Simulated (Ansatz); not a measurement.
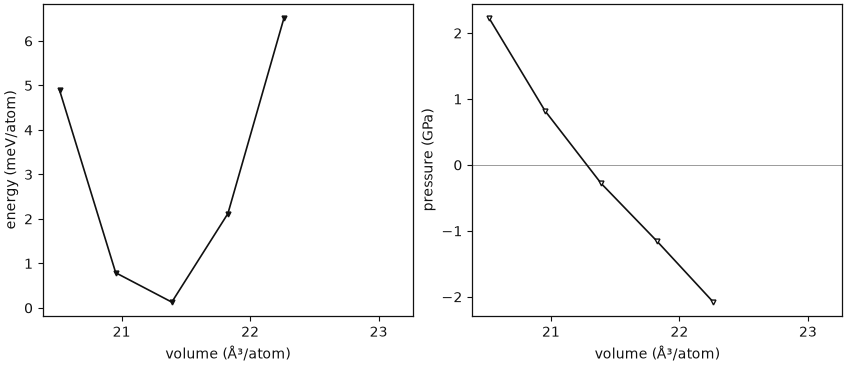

Plotted: energy and pressure against volume for Cd, space group Fm-3m (No. 225).

Cell as given: a = 3.137 Å, b = 3.137 Å, c = 3.137 Å, α = 60.00°, β = 60.00°, γ = 60.00°; 1 atom.

Computed with Ansatz 0.2.0: plane-wave DFT, spinors without magnetism; energies at scaled volumes of the given cell, shape and fractions fixed, counted from the fit's minimum, third-order Birch-Murnaghan fit. Level: r2SCAN with D4, spin-orbit coupling, no spin polarisation.

```json
{"setting": "k mesh", "value": "10×10×10"}
{"setting": "occupations", "value": "Methfessel–Paxton"}
{"setting": "smearing width", "value": "0.05 eV"}
{"setting": "potentials", "value": "Ansatz PAW"}
{"setting": "wave cutoff", "value": "500 eV"}
{"setting": "density cutoff", "value": "2000 eV"}
```

The points at volume 22.70 Å³/atom and 23.14 Å³/atom are left out of the plot. What values does the calculation give there?

```tsv
volume (Å³/atom)	energy (meV/atom)	pressure (GPa)
22.70	13.39	-2.94
23.14	22.40	-3.66
```

Note: the program warns: stress scf threshold loose.
